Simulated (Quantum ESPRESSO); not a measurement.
# Run report: TiAl₃, relaxation of cell and atoms

The run: relaxation of cell and atoms of TiAl₃ (I4/mmm, 4 atoms in the cell). Method and program: Kohn-Sham DFT of a periodic cell, PBEsol with D3, GBRV 1.5 PBEsol, no spin polarisation (Quantum ESPRESSO 7.5).

The structure derives from a Materials Project entry.

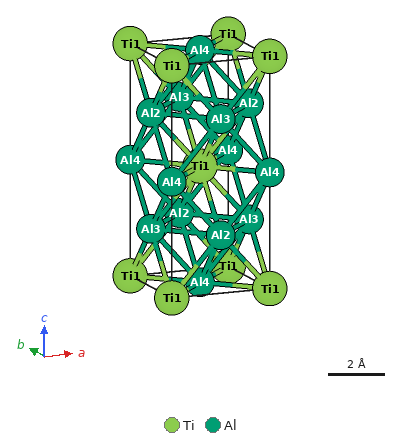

The structure (ball-and-stick view of the cell 2 times as large as that of the calculation, set on its symmetry axes, seen slightly off an axis; atoms are numbered from 1 in the order of the input). An atom can appear more than once, as a periodic image. Near neighbours in the periodic cell (some may lie outside the picture): Ti has 12 Al at 2.70 to 2.87 Å; Al has 8 Al at 2.70 to 2.87 Å and 4 Ti at 2.70 to 2.87 Å.

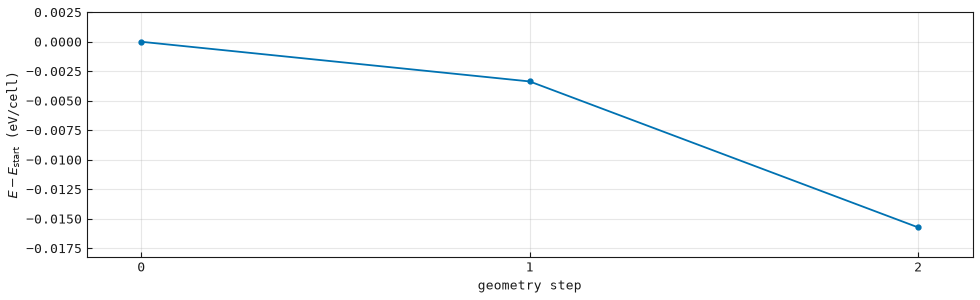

Progress of the relaxation, step by step (steps are counted from 0).

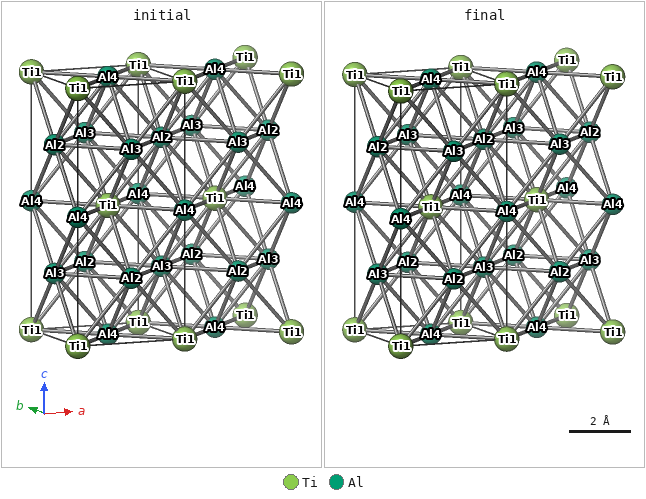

Before (left) and after (right) the relaxation, at one scale (ball-and-stick view of the cell 2 times as large as that of the calculation, set on its symmetry axes, repeated 2 × 1 × 1, seen slightly off an axis). The atoms keep their places relative to the cell (all moves are under 0.005 Å). The volume changes by −2.8 %, with a = b 3.822 → 3.788 Å (−0.9 %), c 8.561 → 8.476 Å (−1.0 %). Among the contacts that change: Al2–Al4 2.869 → 2.842 Å, Ti1–Al2 2.869 → 2.842 Å, Al2–Al3 2.703 → 2.679 Å, Ti1–Al4 2.703 → 2.679 Å. The space group stays I4/mmm (No. 139). After 2 geometry steps the energy has fallen by 15.7 meV per cell of the calculation. All forces vanish by symmetry, so only the cell relaxes. (Atoms are counted from 1 in the order of the input.)

These pictures come from the run below.

### The input
```python
import numpy as np
from ase.calculators.espresso import Espresso, EspressoProfile
import spglib
from ase import Atoms
from ase.io import read

atoms = read('TiAl3.cif')
cell, pos, num = spglib.standardize_cell((atoms.cell[:], atoms.get_scaled_positions(), atoms.numbers), to_primitive=True, symprec=1e-4)
atoms = Atoms(numbers=num, cell=cell, scaled_positions=pos, pbc=True)

input_data = {
    'control': {'calculation': 'scf', 'prefix': 'pwscf', 'outdir': './tmp', 'tprnfor': True, 'tstress': True, 'disk_io': 'low'},
    'system': {'ecutwfc': 45.0, 'ecutrho': 360.0, 'nbnd': 17, 'occupations': 'smearing', 'smearing': 'fd', 'degauss': 0.00367493, 'vdw_corr': 'grimme-d3', 'dftd3_version': 3},
    'electrons': {'conv_thr': 8e-10, 'electron_maxstep': 120, 'mixing_beta': 0.5},
}
pseudopotentials = {'Al': 'al_pbesol_v1.uspp.F.UPF', 'Ti': 'ti_pbesol_v1.4.uspp.F.UPF'}
profile = EspressoProfile(command='mpirun -n 2 pw.x -nk 2', pseudo_dir='pseudo')
dft = Espresso(profile=profile, input_data=input_data, pseudopotentials=pseudopotentials, kpts=(8, 8, 8), koffset=(0, 0, 0))
atoms.calc = dft

from ase.optimize import LBFGS
from ase.filters import FrechetCellFilter
done = LBFGS(FrechetCellFilter(atoms), trajectory='opt.traj').run(fmax=0.02, steps=30)
print('converged', done)
print('cell (A)', np.round(atoms.cell.cellpar(), 5))
print(f'energy {atoms.get_potential_energy():.8f} eV')
print('forces (eV/A)')
print(np.round(atoms.get_forces(), 6))
print('stress (eV/A^3, Voigt)')
print(np.round(atoms.get_stress(), 8))
print(f'Fermi level {dft.get_fermi_level():.4f} eV')
```

### File TiAl3.cif
```
data_TiAl3
_cell_length_a 3.82221354
_cell_length_b 3.82221354
_cell_length_c 8.56133759
_cell_angle_alpha 90.00000000
_cell_angle_beta 90.00000000
_cell_angle_gamma 90.00000000
_space_group_name_H-M_alt 'I4/mmm'
_space_group_name_Hall '-I 4 2'
_space_group_IT_number 139
loop_
_space_group_symop_operation_xyz
'x,y,z'
'-x,-y,-z'
'-y,x,z'
'y,-x,-z'
'-x,-y,z'
'x,y,-z'
'y,-x,z'
'-y,x,-z'
'x,-y,-z'
'-x,y,z'
'-y,-x,-z'
'y,x,z'
'-x,y,-z'
'x,-y,z'
'y,x,-z'
'-y,-x,z'
'x+1/2,y+1/2,z+1/2'
'-x+1/2,-y+1/2,-z+1/2'
'-y+1/2,x+1/2,z+1/2'
'y+1/2,-x+1/2,-z+1/2'
'-x+1/2,-y+1/2,z+1/2'
'x+1/2,y+1/2,-z+1/2'
'y+1/2,-x+1/2,z+1/2'
'-y+1/2,x+1/2,-z+1/2'
'x+1/2,-y+1/2,-z+1/2'
'-x+1/2,y+1/2,z+1/2'
'-y+1/2,-x+1/2,-z+1/2'
'y+1/2,x+1/2,z+1/2'
'-x+1/2,y+1/2,-z+1/2'
'x+1/2,-y+1/2,z+1/2'
'y+1/2,x+1/2,-z+1/2'
'-y+1/2,-x+1/2,z+1/2'
loop_
_atom_site_label
_atom_site_type_symbol
_atom_site_symmetry_multiplicity
_atom_site_Wyckoff_symbol
_atom_site_fract_x
_atom_site_fract_y
_atom_site_fract_z
_atom_site_occupancy
Ti1 Ti 2 a 0.0000000000 0.0000000000 0.0000000000 1
Al1 Al 4 d 0.5000000000 0.0000000000 0.2500000000 1
Al2 Al 2 b 0.5000000000 0.5000000000 0.0000000000 1
```

Launch command:
```bash
OMP_NUM_THREADS=1 python run.py
```

### Log
```
Step          Energy          fmax
LBFGS:    0    -1895.449095        0.308529
LBFGS:    1    -1895.452457        0.276051
LBFGS:    2    -1895.464822        0.015606
converged True
cell (A) [  5.01347   5.01347   5.01347 135.60613 135.60613  64.58985]
energy -1895.46482214 eV
forces (eV/A)
[[ 0.  0.  0.]
 [-0. -0. -0.]
 [-0. -0.  0.]
 [ 0.  0.  0.]]
stress (eV/A^3, Voigt)
[-0.0010265  -0.0010265   0.00024239 -0.         -0.         -0.        ]
Fermi level 9.9205 eV
```

### Summary

- outcome: converged
- space group (tolerance 0.01 Å): I4/mmm (139)
- electrons treated: 21
- free energy: −1895.4650 eV
- Fermi energy: 9.921 eV
- gap on the k-point mesh: none (metallic)
- pressure: 0.10 GPa
- final volume: 60.81 Å³
- largest force (length of the vector) at the end: under 0.001 eV/Å
- final cell: a = 5.013 Å, b = 5.013 Å, c = 5.013 Å, α = 135.61°, β = 135.61°, γ = 64.59°
- hardware: 2 threads of Intel Xeon (Granite Rapids), 32 GiB of memory available, shared host
- wall time: 68 s (CPU time 2.2 min)
- peak memory: 0.38 GiB

### Remarks

Further notes kept with the run: negative rho.
